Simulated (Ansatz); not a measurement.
Field-gradient calculation, with input and output: Al$_{2}$O$_{3}$ (part 1 of 2)

- system: Al$_{2}$O$_{3}$ (40 atoms in the cell)
- method: DFT, PBE, plane-wave PAW, default files, scalar-relativistic, no spin polarisation (Ansatz 0.2.0)

The structure derives from a Materials Project entry. It belongs to a series of runs on one base structure; here: core holes. Figures and captions count atoms from 1; the log counts them from 0 in places.

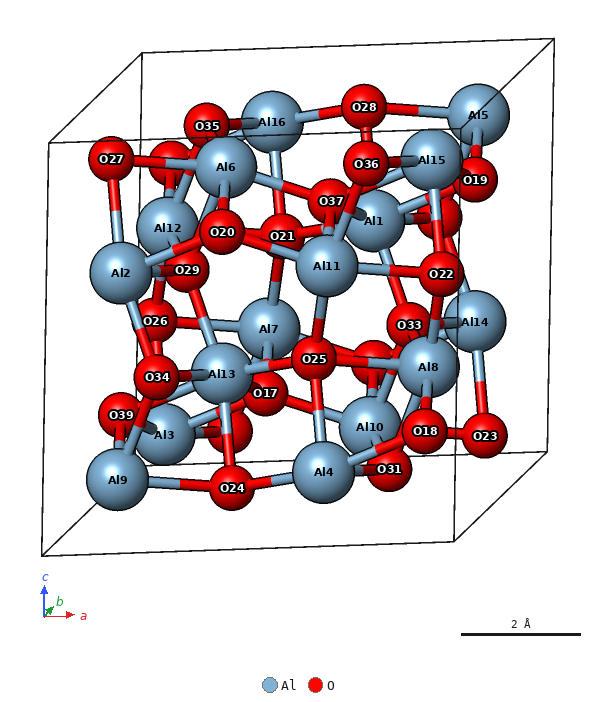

**Figure 1.** The structure as given in the input (ball-and-stick view of the cell of the calculation, seen slightly off an axis; atoms are numbered from 1 in the order of the input). Near neighbours in the crystal (not all of them lie inside the picture): Al has 6 O at 1.87 to 1.99 Å; O has 4 Al at 1.87 to 1.99 Å.

**Results in brief**

```csv
quantity,value
outcome,converged
space group (tolerance 0.01 Å),R-3c (167)
electrons treated,192
free energy,−22278.4361 eV
Fermi energy,7.384 eV
gap on the k-point mesh,5.88 eV
field gradient V_zz (10²¹ V/m²),"Al 0.54, Al 0.54, Al 0.54, Al 0.54, Al 0.54, Al 0.54, Al 0.54, Al 0.54 (the first 8 of 40 sites)"
largest force (length of the vector),0.009 eV/Å
hardware,"1 thread of an x86-64 CPU, shared host"
wall time,60 s
peak memory,0.89 GiB
```

**The input**
```yaml
crystal:
  lattice:
    - [-4.8050272208, -2.7741837594, 4.3720844159]
    - [4.8050272208, -2.7741837594, 4.3720844159]
    - [0.0, 5.5483675188, 4.3720844159]
  atoms:
    - { symbol: Al, position: [0.647904, 0.647904, 0.647904] }
    - { symbol: Al, position: [0.147904, 0.147904, 0.647904] }
    - { symbol: Al, position: [0.147904, 0.647904, 0.147904] }
    - { symbol: Al, position: [0.647904, 0.147904, 0.147904] }
    - { symbol: Al, position: [0.852096, 0.852096, 0.852096] }
    - { symbol: Al, position: [0.352096, 0.352096, 0.852096] }
    - { symbol: Al, position: [0.352096, 0.852096, 0.352096] }
    - { symbol: Al, position: [0.852096, 0.352096, 0.352096] }
    - { symbol: Al, position: [0.147904, 0.147904, 0.147904] }
    - { symbol: Al, position: [0.647904, 0.647904, 0.147904] }
    - { symbol: Al, position: [0.647904, 0.147904, 0.647904] }
    - { symbol: Al, position: [0.147904, 0.647904, 0.647904] }
    - { symbol: Al, position: [0.352096, 0.352096, 0.352096] }
    - { symbol: Al, position: [0.852096, 0.852096, 0.352096] }
    - { symbol: Al, position: [0.852096, 0.352096, 0.852096] }
    - { symbol: Al, position: [0.352096, 0.852096, 0.852096] }
    - { symbol: O, position: [0.40307275, 0.59692725, 0.25] }
    - { symbol: O, position: [0.90307275, 0.09692725, 0.25] }
    - { symbol: O, position: [0.90307275, 0.59692725, 0.75] }
    - { symbol: O, position: [0.40307275, 0.09692725, 0.75] }
    - { symbol: O, position: [0.40307275, 0.75, 0.59692725] }
    - { symbol: O, position: [0.90307275, 0.25, 0.59692725] }
    - { symbol: O, position: [0.90307275, 0.75, 0.09692725] }
    - { symbol: O, position: [0.40307275, 0.25, 0.09692725] }
    - { symbol: O, position: [0.59692725, 0.25, 0.40307275] }
    - { symbol: O, position: [0.09692725, 0.75, 0.40307275] }
    - { symbol: O, position: [0.09692725, 0.25, 0.90307275] }
    - { symbol: O, position: [0.59692725, 0.75, 0.90307275] }
    - { symbol: O, position: [0.25, 0.40307275, 0.59692725] }
    - { symbol: O, position: [0.75, 0.90307275, 0.59692725] }
    - { symbol: O, position: [0.75, 0.40307275, 0.09692725] }
    - { symbol: O, position: [0.25, 0.90307275, 0.09692725] }
    - { symbol: O, position: [0.75, 0.59692725, 0.40307275] }
    - { symbol: O, position: [0.25, 0.09692725, 0.40307275] }
    - { symbol: O, position: [0.25, 0.59692725, 0.90307275] }
    - { symbol: O, position: [0.75, 0.09692725, 0.90307275] }
    - { symbol: O, position: [0.59692725, 0.40307275, 0.75] }
    - { symbol: O, position: [0.09692725, 0.90307275, 0.75] }
    - { symbol: O, position: [0.09692725, 0.40307275, 0.25] }
    - { symbol: O, position: [0.59692725, 0.90307275, 0.25] }
kpoints:
  mp_grid: { grid: [3, 3, 3] }
scf:
  occupations: { method: fixed }
hamiltonian:
  xc: pbe
  pseudopotentials: { kind: paw }
output:
  forces: true
  efg:
    quadrupole_moments_barn: { Al: 0.1466, O: -0.02558 }
    contact_densities: true
  core_levels:
    shells: { O: "1s", Al: "2p" }
    counted_from: valence_top
    eps_inf: [3.282, 3.282, 3.249]
    add_spin: false
```

Launch command:
```bash
ansatz run input.yaml --threads 1 --pin off --max-ram 2560MiB --backend cpu --events-out ev --progress --plain --runs-dir out
```

**Log**
```
Engine: ansatz 0.2.0, x86_64-unknown-linux-gnu
Pseudopotentials: kind: paw
Pseudopotential: Al, paw, valence charge 3, recommended cutoff 420 eV (normal), Al.paw.azcp
Pseudopotential: O, paw, valence charge 6, recommended cutoff 420 eV (normal), O.paw.azcp
Functional definition: PBE
  parameter kappa = 0.804
  parameter beta = 0.06672455060314922
  exchange = pbe_x(kappa = kappa, mu = beta*pi^2/3)
  correlation = pbe_c(beta = beta)
Crystal: 40 atoms, lattice volume = 349.680 Å³
Basis set: ecut = 420 eV, 6807 PW (Γ), exchange–correlation on 96×96×96 points (8 copies of the dense FFT grid, shifted against one another)
Bands: 136, of which v1, the nominal top of the filled ones, is band 96 counted from 1 (95 counted from 0)
Symmetry: 48 space group operations
Space group: R-3c (ITA 167), of the structure as read, at distance tolerance 7.0e-5 Å
k-points: 6 of 27
Non-local potential: Al, projectors of the file, l = 0: 2, l = 1: 2, l = 2: 1
Non-local potential: O, projectors of the file, l = 0: 2, l = 1: 2, l = 2: 1
PAW form: soft (Blöchl's): semilocal exchange-correlation on the pseudo side does not see the compensation charge
PAW one-centre angular grid: Al, 110 points (default); XC on 64 Gauss nodes
PAW one-centre angular grid: O, 110 points (default); XC on 64 Gauss nodes
Initial density: superposition of atomic densities (neutral atoms: chi_scale 0, normalization atom), corrected by the library's trained network
Initial wavefunctions: pseudopotential atomic-orbital guess
Functional: x = pbe(κ = 0.804, μ = 0.2195149727645171), c = pbe(β = 0.06672455060314922)
SCF iter   1: F=—  HF=-22278.426997 eV  |F-HF|=—  |Δ(HF+E_count)|=         —  Δρ=1.68e-3  dr2=5.08e-3  ethr=1.77e-3  ⟨swp⟩=5.3  Hψ=2893  notcnv=0  defer=224
preconditioner: auto → Resta (q_TF=auto, 2.469 Å⁻¹)  ε∞=3.5  [insulator: Δε(μ)=5.871 eV  Ē_g=17.333 eV  n_scr=86 (ndim 8)  ℏωp=27.5 eV  f_vac=0.000  ε∞_Penn≈3.5]
SCF iter   2: F=—  HF=-22278.433730 eV  |F-HF|=—  |Δ(HF+E_count)|=   6.73e-3  Δρ=8.64e-4  dr2=1.15e-3  ethr=2.65e-6  ⟨swp⟩=2.0  Hψ=1532  notcnv=0  defer=226
SCF iter   3: F=—  HF=-22278.436141 eV  |F-HF|=—  |Δ(HF+E_count)|=   2.41e-3  Δρ=2.08e-4  dr2=9.12e-5  ethr=5.98e-7  ⟨swp⟩=2.0  Hψ=1062  notcnv=0  defer=226
SCF iter   4: F=—  HF=-22278.436079 eV  |F-HF|=—  |Δ(HF+E_count)|=   6.23e-5  Δρ=4.79e-5  dr2=4.46e-6  ethr=4.75e-8  ⟨swp⟩=2.0  Hψ=1125  notcnv=0  defer=219
SCF iter   5: F=—  HF=-22278.436083 eV  |F-HF|=—  |Δ(HF+E_count)|=   3.89e-6  Δρ=1.45e-5  dr2=4.24e-7  ethr=2.32e-9  ⟨swp⟩=2.0  Hψ=1192  notcnv=0  defer=219
SCF iter   6: F=-22278.436083 eV  HF=-22278.436083 eV  |F-HF|=5.02e-9  |Δ(HF+E_count)|=   8.02e-8  Δρ=2.18e-6  dr2=9.94e-9  ethr=5.21e-11  ⟨swp⟩=18.8  Hψ=5758  notcnv=0
SCF 1 converged in 6 iterations: F = -22278.436083 eV  dr2 = 9.94e-9
  greatest PAW one-centre occupation: 0.858 electrons in one spin orbital (limit 2), on the O atom at site 39 (counted from 0), in its partial waves of l = 0
```

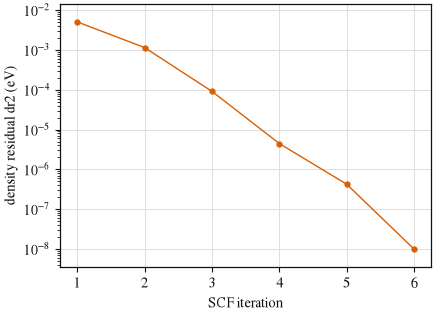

**Figure 2.** Convergence of the self-consistent field: density residual dr2 against the SCF iteration. The residual falls at every step.

```
── core hole 1/2: 2p of Al 0 ──
── 2p of Al 0: 63.822 eV over the cell without the hole, in 10 iterations ──
── core hole 2/2: 1s of O 16 ──
── 1s of O 16: 519.858 eV over the cell without the hole, in 10 iterations ──
SCF converged after 6 iterations
Free energy (F): -22278.436083 eV
Harris-Foulkes:  -22278.436083 eV  (|F-HF|=5.02e-9)
Internal energy: -22278.436083 eV  (E = F + TS)
E sigma→0 (E₀):  -22278.436083 eV
Fermi energy:    7.383809 eV
--- Per-component energies (eV) ---
  E_band       = 215.585590
  E_kinetic    = 4715.137636
  E_local      = -8026.331873  (includes V_loc(G=0)·N_el)
  E_nonlocal   = 1293.914359
  E_hartree    = 2972.817414
  E_xc         = -2449.639228
  E_vxc        = -2782.176842  (∫ρ·V_xc dr)
  E_paw        = -11284.262068  (= ΣΔE_a)
  E_vpaw       = -930.652227  (= ΣTr[D̂ρ^β])
  E_aug_tail   = 0.060720  (compensation charges beyond the density's cutoff)
  E_ewald      = -9500.133044
  E_smearing   = -0.000000  (= −TS)
  E_closure    = 0.000000  (closes the sum)
  Σ components = -22278.436083   (vs F -22278.436083, Δ=0.00e0)
--- Forces (eV/Å), atoms counted from 1 ---
  atom   1  Al     0.00000000     0.00000000    -0.00885913
  atom   2  Al     0.00000000     0.00000000    -0.00885913
  atom   3  Al     0.00000000     0.00000000    -0.00885913
  atom   4  Al     0.00000000     0.00000000    -0.00885913
  atom   5  Al     0.00000000    -0.00000000     0.00885913
  atom   6  Al    -0.00000000     0.00000000     0.00885913
  atom   7  Al    -0.00000000    -0.00000000     0.00885913
  atom   8  Al    -0.00000000     0.00000000     0.00885913
  atom   9  Al    -0.00000000     0.00000000    -0.00885913
  atom  10  Al    -0.00000000     0.00000000    -0.00885913
  atom  11  Al     0.00000000     0.00000000    -0.00885913
  atom  12  Al    -0.00000000     0.00000000    -0.00885913
  atom  13  Al    -0.00000000    -0.00000000     0.00885913
  atom  14  Al    -0.00000000    -0.00000000     0.00885913
  atom  15  Al     0.00000000    -0.00000000     0.00885913
  atom  16  Al    -0.00000000    -0.00000000     0.00885913
  atom  17  O     -0.00687604     0.00000000    -0.00000000
  atom  18  O     -0.00687604     0.00000000    -0.00000000
  atom  19  O     -0.00687604     0.00000000    -0.00000000
  atom  20  O     -0.00687604     0.00000000    -0.00000000
  atom  21  O     -0.00343802    -0.00595482    -0.00000000
  atom  22  O     -0.00343802    -0.00595482    -0.00000000
  atom  23  O     -0.00343802    -0.00595482    -0.00000000
  atom  24  O     -0.00343802    -0.00595482    -0.00000000
  atom  25  O      0.00343802     0.00595482     0.00000000
  atom  26  O      0.00343802     0.00595482     0.00000000
  atom  27  O      0.00343802     0.00595482     0.00000000
  atom  28  O      0.00343802     0.00595482     0.00000000
  atom  29  O      0.00343802    -0.00595482    -0.00000000
  atom  30  O      0.00343802    -0.00595482     0.00000000
  atom  31  O      0.00343802    -0.00595482     0.00000000
  atom  32  O      0.00343802    -0.00595482     0.00000000
  atom  33  O     -0.00343802     0.00595482    -0.00000000
  atom  34  O     -0.00343802     0.00595482    -0.00000000
  atom  35  O     -0.00343802     0.00595482    -0.00000000
  atom  36  O     -0.00343802     0.00595482     0.00000000
  atom  37  O      0.00687604    -0.00000000     0.00000000
  atom  38  O      0.00687604    -0.00000000     0.00000000
  atom  39  O      0.00687604    -0.00000000     0.00000000
  atom  40  O      0.00687604    -0.00000000    -0.00000000
  max |Σ_I F_I| component: 1.82e-17 eV/Å
```
